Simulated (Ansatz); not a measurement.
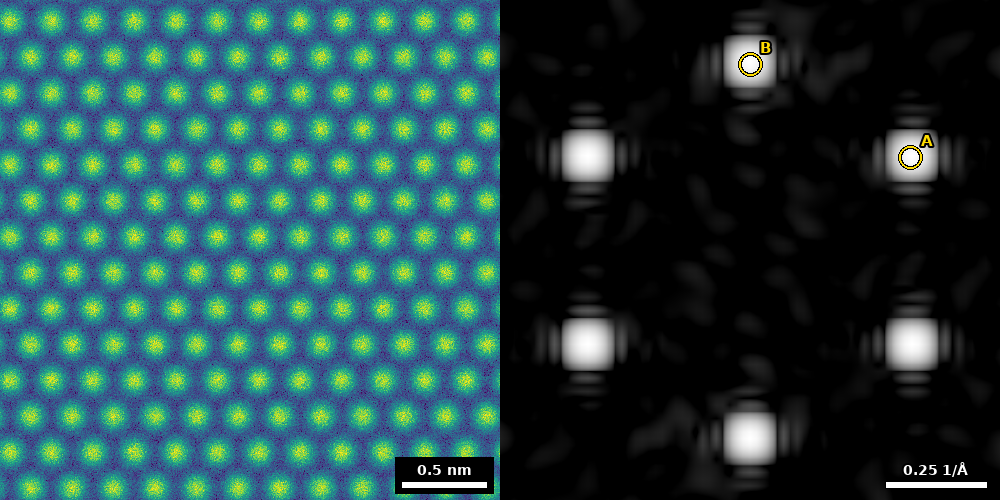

Z-contrast image of Ir (Im-3m, No. 229) along [111]. Simulated incoherent Z contrast: every atom adds Z^1.7 spread by a probe of 1.30 Å full width; channelling and multiple scattering are left out. The probe carries 15 % of its weight in a tail 2.5 times as wide. The display is stretched by a gamma of 0.65; percentages refer to the linear signal. Shot noise was added. Atomic positions: the geometry given to an electronic-structure calculation, possibly off equilibrium; the starting structure was generated, so it need not be a known form of this composition.

The right panel is the modulus of the image's Fourier transform on a logarithmic scale.

a = 3.048 Å, b = 3.048 Å, c = 3.048 Å, α = 90.00°, β = 90.00°, γ = 90.00°

Index the marked spots and give their plane spacings (the zone axis points at the viewer; indices equivalent by symmetry, or all signs reversed, are as good).

A: (0 1 -1), d = 2.16 Å; B: (-1 1 0), d = 2.16 Å. A and B enclose 60°, and every spot obeys the zone law hu + kv + lw = 0 for [111].
